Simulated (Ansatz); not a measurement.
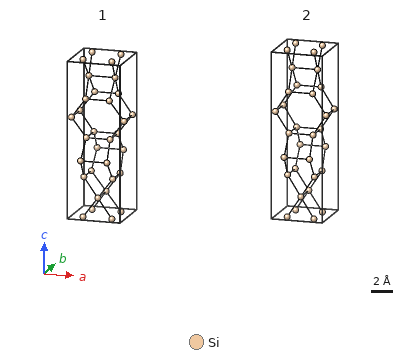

Two geometries of crystalline Si (a generated structure, set up in I4_1/amd), drawn at one scale. One is the start of a relaxation, the other its converged end. A ball-and-stick model of the conventional cell (2 times the calculation's cell), seen slightly off an axis. Lengths and directions refer to the drawn axes.

Computed with Ansatz, DFT PBE, scalar-relativistic, plane waves, PAW. Settings: plane-wave cutoff 420 eV; k-point mesh 10 × 10 × 10; occupations gaussian; smearing width 0.1 eV; no spin polarisation; cell and atoms relaxed; force threshold 0.01 eV/Å; at most 80 steps.

Question: Which one is relaxed?

Answer: Structure 2 is the relaxed one. The largest moves relative to the cell, 0.082 Å, are those of Si atoms. Cell: a = b 5.308 → 5.126 Å (−3.4 %), c 15.648 → 16.580 Å (+6.0 %). Volume −1.2 %. Some distances before and after: Si–Si 2.654 → 2.563 Å, Si–Si 2.398 → 2.431 Å, Si–Si 2.441 → 2.473 Å. Bond angles that change, for instance: Si–Si–Si 73.2° → 66.0°, Si–Si–Si 106.8° → 114.0°, Si–Si–Si 125.4° → 132.3°. The space group stays I4_1/amd (No. 141). Over 3 accepted moves (5 points after the start) the energy falls by 8.0 meV per atom. Largest force component: 0.0024 eV/Å at the start, 0.002 eV/Å at the end. Pressure: 0.34 GPa at the start and 0.01 GPa at the end. The line search rejected the trial step at point 3 of the run. At 1 point the geometry stayed and the basis and grid were re-selected for the new cell (energy shift of 0.1 meV per atom at most each time). Cost: 6.4 min on 1 thread of Arm Neoverse V2, on a shared host, peak memory 0.95 GiB.
